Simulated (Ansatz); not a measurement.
**Ti₉O₁₆ (charge +4): nudged elastic band (part 2 of 3)**

Ti₉O₁₆ (defect cell, 25 atoms in the cell, total charge +4); DFT PBE, scalar-relativistic, plane waves, PAW, no spin polarisation (Ansatz 0.2.0); cutoff 420 eV, 3×3×3 k-mesh, Gaussian smearing of 0.02 eV. The structure derives from an entry of the Crystallography Open Database.

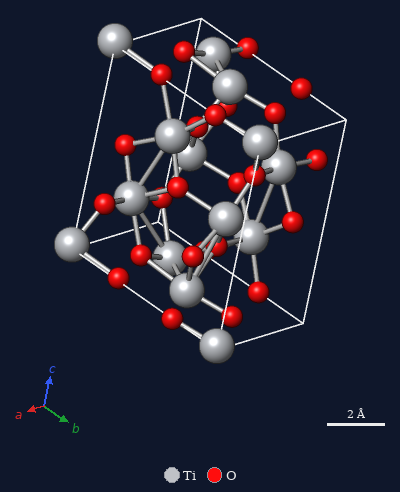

Fig. 1: The input geometry (ball-and-stick view of the cell of the calculation, seen slightly off an axis).

```
SCF converged after 7 iterations
Free energy (F): -31657.254354 eV
Harris-Foulkes:  -31657.254354 eV  (|F-HF|=7.45e-9)
Internal energy: -31657.254354 eV  (E = F + TS)
E sigma→0 (E₀):  -31657.254354 eV
Fermi energy:    10.719853 eV
--- Per-component energies (eV) ---
  E_band       = -1669.402300
  E_kinetic    = 5199.996857
  E_local      = -12906.780727  (includes V_loc(G=0)·N_el)
  E_nonlocal   = 776.135108
  E_hartree    = 4946.473324
  E_xc         = -2035.323626
  E_vxc        = -2574.858865  (∫ρ·V_xc dr)
  E_paw        = -11922.534691  (= ΣΔE_a)
  E_vpaw       = -2056.880557  (= ΣTr[D̂ρ^β])
  E_aug_tail   = 0.040042  (compensation charges beyond the density's cutoff)
  E_ewald      = -15715.260640
  E_smearing   = -0.000000  (= −TS)
  E_closure    = -0.000000  (closes the sum)
  E_deformation_potential = 79.951651  (in the stress; not in F)
  Σ components = -31657.254354   (vs F -31657.254354, Δ=0.00e0)
--- Forces (eV/Å), atoms counted from 1 ---
  atom   1  Ti     0.00681450    -0.00325607    -0.00297045
  atom   2  Ti     0.00374865     0.01034740     0.01554758
  atom   3  Ti    -0.00675244     0.00302189    -0.00279271
  atom   4  Ti    -0.00352022    -0.01064527     0.01556711
  atom   5  Ti     0.00315059     0.00692185     0.00277725
  atom   6  Ti     0.01045559    -0.00351393    -0.01539607
  atom   7  Ti    -0.00312905    -0.00664642     0.00298358
  atom   8  Ti    -0.01053367     0.00375131    -0.01571854
  atom   9  O      0.00053077    -0.00257412    -0.00132187
  atom  10  O     -0.00743050     0.00391046     0.01495075
  atom  11  O     -0.00739999     0.00343509     0.00102855
  atom  12  O     -0.00140809    -0.00157802    -0.00359858
  atom  13  O     -0.00340500    -0.00743594    -0.00114579
  atom  14  O     -0.00400832    -0.00755864    -0.01501437
  atom  15  O      0.00247551     0.00059861     0.00149373
  atom  16  O      0.00155805    -0.00138121     0.00359356
  atom  17  O      0.00729934    -0.00353340     0.00118184
  atom  18  O      0.00137195     0.00158973    -0.00366781
  atom  19  O     -0.00056081     0.00252609    -0.00151440
  atom  20  O      0.00765060    -0.00395798     0.01507343
  atom  21  O     -0.00261922    -0.00049886     0.00134504
  atom  22  O     -0.00160533     0.00139317     0.00367195
  atom  23  O      0.00356741     0.00725849    -0.00106509
  atom  24  O      0.00386248     0.00752212    -0.01500879
  atom  25  Ti    -0.00011213     0.00030305     0.00000048
  max |Σ_I F_I| component: 6.73e-7 eV/Å
--- Band table (eV; the first three rows and the last of 14) ---
  k-point 0: bands = ["-47.0653", "-47.0581", "-47.0581", "-47.0539", "-46.8126", "-46.8055", "-46.8055", "-46.7990", "-46.4207", "-23.5320", "-23.5287", "-23.4150", "-23.4150", "-23.3564", "-23.3564", "-23.3408", "-23.3175", "-23.2313", "-23.2299", "-23.2299", "-23.2124", "-23.1971", "-23.1971", "-23.1377", "-23.1377", "-23.1315", "-23.0938", "-23.0685", "-23.0473", "-23.0089", "-23.0089", "-22.9888", "-22.9878", "-22.7606", "-22.7606", "-22.6955", "-8.3769", "-7.3527", "-7.3248", "-7.3248", "-7.1611", "-7.1611", "-7.1554", "-7.0659", "-6.9238", "-6.9238", "-6.9107", "-6.8973", "-6.8279", "-6.7772", "-6.5913", "-6.5913", "4.0282", "4.6893", "4.8363", "4.8363", "5.0234", "5.0234", "5.0402", "5.1000", "5.1260", "5.2351", "5.3150", "5.3224", "5.5026", "5.8865", "5.9641", "5.9641", "6.1702", "6.1702", "6.2360", "6.5853", "6.5853", "6.6310", "6.8950", "6.8950", "7.2286", "7.3220", "7.3593", "7.3593", "7.4078", "7.4290", "7.4290", "7.6355", "7.6897", "7.6897", "7.7381", "7.8197", "7.9014", "8.0347", "8.0347", "8.1996", "8.2627", "8.2970", "8.2970", "8.3564", "8.8344", "8.8344", "8.8596", "9.5808", "11.9106", "11.9910", "12.2589", "12.2589", "12.3750", "12.4099", "12.4559", "12.4559", "12.5740", "12.5740", "12.6073", "12.7193", "12.8902", "12.9752", "13.0133", "13.1795", "13.1795", "13.3159", "13.3708", "13.3708", "13.5035", "13.5535", "13.7437", "13.7437", "13.9893"]
  k-point 1: bands = ["-47.0639", "-47.0590", "-47.0590", "-47.0533", "-46.8147", "-46.8045", "-46.8045", "-46.7991", "-46.4207", "-23.5129", "-23.5129", "-23.4593", "-23.4458", "-23.3452", "-23.3297", "-23.3297", "-23.3286", "-23.2453", "-23.2453", "-23.2346", "-23.2074", "-23.1827", "-23.1827", "-23.1393", "-23.1259", "-23.1000", "-23.0775", "-23.0666", "-23.0666", "-23.0357", "-23.0015", "-23.0015", "-22.9948", "-22.7614", "-22.7614", "-22.6931", "-8.1206", "-7.6048", "-7.6048", "-7.5048", "-7.1870", "-7.1183", "-7.0860", "-6.8879", "-6.8879", "-6.8374", "-6.8374", "-6.8333", "-6.7903", "-6.7374", "-6.6666", "-6.6666", "4.3175", "4.5383", "4.5383", "4.8509", "4.9757", "5.1545", "5.1691", "5.1691", "5.2486", "5.3406", "5.4001", "5.5436", "5.6868", "5.6868", "5.9363", "5.9735", "6.0864", "6.0864", "6.1375", "6.2061", "6.4655", "6.4655", "6.7026", "6.9491", "7.0817", "7.1043", "7.1043", "7.2523", "7.4064", "7.4917", "7.4917", "7.5764", "7.6743", "7.6743", "7.9991", "7.9991", "8.0394", "8.1936", "8.1936", "8.3431", "8.3945", "8.3945", "8.5384", "8.6371", "8.6371", "8.6948", "8.7627", "9.3944", "12.0534", "12.1036", "12.1062", "12.1062", "12.2564", "12.2564", "12.2835", "12.3495", "12.4919", "12.5357", "12.8392", "12.8392", "12.9485", "13.0681", "13.0800", "13.0800", "13.2754", "13.3720", "13.4065", "13.4091", "13.4091", "13.6286", "13.7424", "13.7424", "13.9641"]
  k-point 2: bands = ["-47.0637", "-47.0595", "-47.0575", "-47.0546", "-46.8115", "-46.8072", "-46.8048", "-46.7992", "-46.4207", "-23.5186", "-23.5073", "-23.4628", "-23.4541", "-23.3522", "-23.3312", "-23.3144", "-23.2996", "-23.2562", "-23.2356", "-23.2250", "-23.2196", "-23.1915", "-23.1847", "-23.1354", "-23.1134", "-23.1075", "-23.0982", "-23.0804", "-23.0614", "-23.0169", "-23.0085", "-23.0032", "-22.9946", "-22.7640", "-22.7559", "-22.6956", "-8.1396", "-7.6396", "-7.3707", "-7.3229", "-7.2540", "-7.1585", "-7.0876", "-7.0313", "-6.9547", "-6.9202", "-6.9113", "-6.8160", "-6.7511", "-6.7375", "-6.6766", "-6.6462", "4.3102", "4.6524", "4.9227", "4.9924", "5.0623", "5.1489", "5.1914", "5.2140", "5.3185", "5.3681", "5.4597", "5.5052", "5.6357", "5.7057", "5.7520", "5.8785", "6.0028", "6.0624", "6.3287", "6.4808", "6.5238", "6.6710", "6.7507", "6.8152", "6.9432", "7.0728", "7.1098", "7.1907", "7.2385", "7.3501", "7.4206", "7.5124", "7.5913", "7.6417", "7.7721", "7.8503", "7.9488", "8.0255", "8.0734", "8.2223", "8.3180", "8.4053", "8.4811", "8.5573", "8.6594", "8.7793", "8.8878", "9.3466", "11.8997", "11.9769", "12.1661", "12.2256", "12.2985", "12.3817", "12.4681", "12.5213", "12.5892", "12.7005", "12.7315", "12.8358", "12.9187", "13.0252", "13.0859", "13.1883", "13.2596", "13.3415", "13.3948", "13.4508", "13.5182", "13.5799", "13.7273", "13.8722", "13.9442"]
  k-point 13: bands = ["-47.0620", "-47.0591", "-47.0588", "-47.0553", "-46.8113", "-46.8063", "-46.8045", "-46.8007", "-46.4206", "-23.5205", "-23.5168", "-23.4661", "-23.4568", "-23.3269", "-23.3077", "-23.3004", "-23.2961", "-23.2474", "-23.2436", "-23.2354", "-23.2273", "-23.2034", "-23.1975", "-23.1377", "-23.1175", "-23.1127", "-23.0872", "-23.0726", "-23.0669", "-23.0229", "-23.0100", "-23.0027", "-22.9999", "-22.7585", "-22.7573", "-22.6965", "-7.8259", "-7.6724", "-7.5651", "-7.3765", "-7.2672", "-7.2308", "-7.1486", "-7.0800", "-6.9353", "-6.8730", "-6.8517", "-6.8201", "-6.7531", "-6.7159", "-6.6802", "-6.6713", "4.6913", "4.8385", "4.9073", "4.9477", "5.0058", "5.1300", "5.2168", "5.3922", "5.4369", "5.5109", "5.5905", "5.6283", "5.6932", "5.8023", "5.9220", "5.9366", "6.0367", "6.2036", "6.2854", "6.3971", "6.4416", "6.5112", "6.6165", "6.6966", "6.7645", "6.8963", "6.9400", "6.9856", "7.0892", "7.1982", "7.2373", "7.3873", "7.4448", "7.4981", "7.6520", "7.7855", "7.8838", "8.0367", "8.1624", "8.1947", "8.2969", "8.4755", "8.5474", "8.6683", "8.7707", "8.8284", "8.8762", "9.2041", "11.8592", "11.9864", "12.0689", "12.1871", "12.3922", "12.4486", "12.4962", "12.5957", "12.6621", "12.7091", "12.7894", "12.8283", "12.9103", "13.1190", "13.1941", "13.2549", "13.3257", "13.3729", "13.4230", "13.4928", "13.5312", "13.6171", "13.6548", "13.7953", "13.8612"]
this run last wrote the band of iteration 8 to [file]
--- NEB band (7 images, 8 band iterations, 395 SCF iterations) ---
  forward barrier  = 0.170837 eV
  backward barrier = 0.170837 eV
  lagrangian_above_aufbau_ev (what the smearing adds, to first order; not taken off the barriers): saddle image -0.000000 eV, end points -0.000000 and -0.000000 eV
  climbing image's point = of an order that was not read
  energies are F+E_penalty+E_count in eV, relative to image 0
  image     s (Å)  Δ vs image 0  max|band force component| (eV/Å)
      0    0.0000      0.000000                                 —
      1    0.3508      0.018447                          3.427e-2
      2    0.7015      0.104549                          2.177e-2
  *   3    1.0521      0.170837                          1.572e-2
      4    1.4027      0.104549                          2.181e-2
      5    1.7533      0.018447                          3.427e-2
      6    2.1041     -0.000000                                 —
  climbing-image geometry (image 3):
  cell:  # Å, volume = 255.6052 Å³
    - [-4.6432750096, 4.6432750096, 0.0]
    - [4.6432750096, 4.6432750096, 0.0]
    - [0.0, -4.6432750096, -5.9277640514]
  atoms:
    - { symbol: Ti, position: [0.7385667245626981, 0.7629794523761373, 0.49233907382027753] }
    - { symbol: Ti, position: [0.5619072315131411, 0.5284607542079119, 0.018371146009005874] }
    - { symbol: Ti, position: [0.2564063222319367, 0.2293307282539393, 0.49234148913003795] }
    - { symbol: Ti, position: [-0.04089968294124144, -0.010119175519734567, 0.018372683010875763] }
    - { symbol: Ti, position: [0.14697021202254446, 0.6377318797661593, 0.25765899612795923] }
    - { symbol: Ti, position: [0.8478402324719121, 0.4172040148791244, 0.7316283436526898] }
    - { symbol: Ti, position: [0.6133209635462678, 0.11989418280972386, 0.2576604090694106] }
    - { symbol: Ti, position: [0.38642070122641875, 0.8143960904589369, 0.731627816802069] }
    - { symbol: O, position: [0.24803618786324572, 0.5339388982662674, 0.48060858982095284] }
    - { symbol: O, position: [-0.001042617621300673, 0.30045191556189016, -0.00125113599716492] }
    - { symbol: O, position: [0.7558143470992008, 0.07321118444781505, 0.5169837283619416] }
    - { symbol: O, position: [0.5167006782408055, 0.8083501303929455, 0.0066924446723660375] }
    - { symbol: O, position: [0.4325587146323045, 0.620486790394982, 0.2330149934323821] }
    - { symbol: O, position: [0.17803472930065412, 0.37734515548939546, 0.7512514983817556] }
    - { symbol: O, position: [0.9296627271424347, 0.12826673674685912, 0.26939297230751746] }
    - { symbol: O, position: [0.677989590907065, 0.8596007603668112, 0.7433071039248922] }
    - { symbol: O, position: [0.2638028498622458, 0.9437442303158026, 0.5169843265830955] }
    - { symbol: O, position: [-0.007374853350861188, 0.698312424082971, 0.006693143005561453] }
    - { symbol: O, position: [0.7352050479924446, 0.4466394368611854, 0.48060686315220713] }
    - { symbol: O, position: [0.5024247093203232, 0.19826557607773876, -0.0012515664240733545] }
    - { symbol: O, position: [0.8423634857040665, 0.641096330424723, 0.2693916074757353] }
    - { symbol: O, position: [0.5679516593219608, 0.3836767378820526, 0.7433073008418223] }
    - { symbol: O, position: [0.3030924562331936, 0.11249958205877529, 0.2330169474716416] }
    - { symbol: O, position: [0.07584846297968695, 0.8738774616768427, 0.751251231831267] }
    - { symbol: Ti, position: [0.18881592433885327, 0.18748468802074508, 0.8749999935357754] }
```

### The last band as extended XYZ (Å, eV, eV/Å)
```
25
Lattice="-4.6433 4.6433 0.0000 4.6433 4.6433 0.0000 0.0000 -4.6433 -5.9278" Properties=species:S:1:pos:R:3:forces:R:3 image=0 energy=-31657.42519
Ti    0.1370    4.6025   -2.8706    0.0004   0.0002   0.0027
Ti   -0.1160    5.0066    0.0097   -0.0021  -0.0059  -0.0004
Ti   -0.1615    0.0405   -2.8706   -0.0009  -0.0003   0.0009
Ti    0.0918   -0.3638    0.0097    0.0005   0.0070   0.0010
Ti    2.3970    2.3224   -1.5399   -0.0014   0.0001  -0.0004
Ti   -2.1818    2.4536   -4.3428   -0.0026  -0.0011  -0.0012
Ti   -2.4214    2.3206   -1.5399    0.0016   0.0003  -0.0006
Ti    2.1574    2.1893   -4.3427    0.0019   0.0024  -0.0005
O     1.4692    1.2919   -2.9167   -0.0031  -0.0024   0.0016
O     1.5300    1.2862   -0.0209   -0.0015  -0.0007   0.0005
O    -3.1251    1.3425   -2.9879    0.0004   0.0005   0.0016
O     1.4191    6.0512   -0.0097    0.0016   0.0021  -0.0021
O     0.7597    3.6130   -1.3622   -0.0019   0.0023  -0.0031
O     0.7592   -1.0493   -4.5749   -0.0010  -0.0004  -0.0003
O    -3.8482    3.6272   -1.5731   -0.0023   0.0018  -0.0012
O     0.8135    3.6045   -4.3649   -0.0007   0.0014   0.0010
O     3.1006    3.3005   -2.9878    0.0001   0.0000   0.0012
O     3.1998    3.2350   -0.0097   -0.0008  -0.0007  -0.0014
O    -1.4936    3.3511   -2.9167    0.0024   0.0018   0.0024
O    -1.5546    3.3568   -0.0209    0.0021  -0.0006   0.0008
O    -0.8195    5.6592   -1.5730    0.0018  -0.0022  -0.0015
O    -0.8380    1.0385   -4.3651    0.0015  -0.0023   0.0028
O    -0.7842    1.0301   -1.3622    0.0026  -0.0030  -0.0025
O     3.8595    1.0492   -4.5748    0.0016  -0.0010  -0.0008
Ti   -0.0123   -2.3218   -5.7474   -0.0003   0.0007  -0.0004
25
Lattice="-4.6433 4.6433 0.0000 4.6433 4.6433 0.0000 0.0000 -4.6433 -5.9278" Properties=species:S:1:pos:R:3:forces:R:3 image=1 energy=-31657.40674
Ti    0.1293    4.6565   -2.9091   -0.0212   0.0021   0.0016
Ti   -0.1596    5.0094   -0.0642    0.0185  -0.0236  -0.0125
Ti   -0.1497   -0.0094   -2.9092    0.0211  -0.0020   0.0015
Ti    0.1391   -0.3623   -0.0642   -0.0184   0.0235  -0.0124
Ti    2.3263    2.3913   -1.5297    0.0220  -0.0065  -0.0336
Ti   -2.1058    2.4620   -4.3385   -0.0140  -0.0054  -0.0120
Ti   -2.3467    2.2558   -1.5297   -0.0219   0.0065  -0.0336
Ti    2.0854    2.1852   -4.3385    0.0141   0.0052  -0.0121
O     1.4154    1.3307   -2.8922    0.0213  -0.0157   0.0059
O     1.5104    1.3062   -0.0094    0.0186  -0.0108   0.0112
O    -3.1021    1.3432   -2.9926    0.0040  -0.0189   0.0252
O     1.3918    6.0677   -0.0154    0.0261  -0.0102   0.0040
O     0.7658    3.6700   -1.3307   -0.0211  -0.0324   0.0081
O     0.7982   -1.0377   -4.5063   -0.0386  -0.0064  -0.0128
O    -3.8020    3.6129   -1.6066   -0.0148  -0.0088   0.0253
O     0.8148    3.6381   -4.3840    0.0111  -0.0215   0.0278
O     3.0817    3.3039   -2.9926   -0.0040   0.0189   0.0252
O     3.2310    3.2227   -0.0154   -0.0261   0.0104   0.0039
O    -1.4358    3.3165   -2.8922   -0.0213   0.0156   0.0059
O    -1.5308    3.3409   -0.0094   -0.0186   0.0108   0.0111
O    -0.8617    5.6775   -1.6066    0.0149   0.0088   0.0255
O    -0.8352    1.0091   -4.3840   -0.0110   0.0215   0.0277
O    -0.7862    0.9771   -1.3307    0.0210   0.0325   0.0080
O     3.8246    1.0416   -4.5063    0.0385   0.0064  -0.0126
Ti   -0.0102   -2.3197   -5.5915    0.0002   0.0000  -0.0762
```
